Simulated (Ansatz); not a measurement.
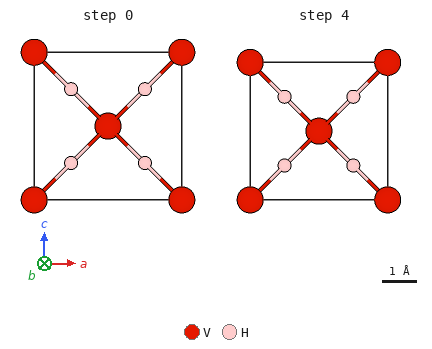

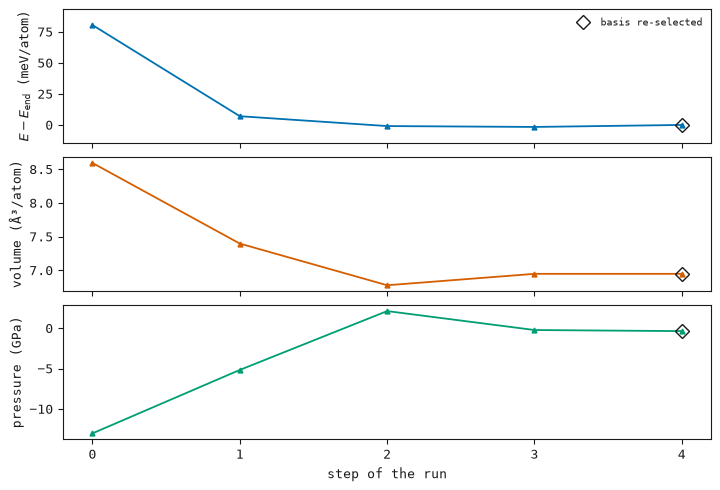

First and last geometry of a relaxation of a crystal of VH4 (a generated structure, set up in Im-3m) (coarse preliminary run), with the history of the run. A ball-and-stick model of the conventional cell (2 times the calculation's cell), seen along the b axis. Lengths and directions refer to the drawn axes.

These are results of DFT PBE, scalar-relativistic, plane waves, PAW in Ansatz 0.2.0, not measurements.

The input:
```yaml
crystal:
  lattice:
    - [-2.20646329, 2.20646329, 2.20646329]
    - [2.20646329, -2.20646329, 2.20646329]
    - [2.20646329, 2.20646329, -2.20646329]
  atoms:
    - { symbol: V, position: [0.0, 0.0, 0.0], spin: 2.0 }
    - { symbol: H, position: [0.0, 0.0, 0.5] }
    - { symbol: H, position: [0.5, 0.0, 0.0] }
    - { symbol: H, position: [0.5, 0.5, 0.5] }
    - { symbol: H, position: [0.0, 0.5, 0.0] }
basis:
  ecutwfc: 420
kpoints:
  mp_grid: { grid: [6, 6, 6] }
hamiltonian:
  xc: pbe
scf:
  occupations: { method: gaussian, width: 0.1 }
  lower_state_search: "off"
output:
  forces: true
  stress: true
  eigenvalues: true
  populations: true
magnetization:
  spin_polarized: true
relax:
  adjacent_minimum: "off"
  f_tol: 0.04
  max_steps: 70
  cell: { stress_tol: 0.4 }
```

Launched with:
```bash
ansatz run input.yaml --threads 1 --pin off --max-ram 2048MiB --backend cpu --events-out ev --progress --plain --runs-dir out
```

Q: Read the history and describe the run.

A: It converged. The atoms keep their places relative to the cell (all moves are under 0.005 Å). Cell: a = b = c 4.413 → 4.111 Å (−6.8 %). Volume −19.1 %. Some distances before and after: V1–H2 1.911 → 1.780 Å. The space group stays Im-3m (No. 229). The energy falls by 80.5 meV per atom in 3 accepted moves (4 points after the start). All forces vanish by symmetry, so only the cell relaxes. The pressure goes from −13.02 to −0.36 GPa. At 1 point the geometry stayed and the basis and grid were re-selected for the new cell (energy shift of 1.6 meV per atom at most each time). The run took 9.1 s on 1 thread of Arm Neoverse V1, on a shared host, peak memory 0.28 GiB.

```
step  E − E(0), meV/atom  pressure, GPa  volume, Å³/atom                      note
   0                0.00         -13.02            8.594                          
   1              -73.44          -5.16            7.397                          
   2              -81.38           2.12            6.779                          
   3              -82.09          -0.22            6.948                          
   4              -80.47          -0.36            6.948  same geometry, new basis
```
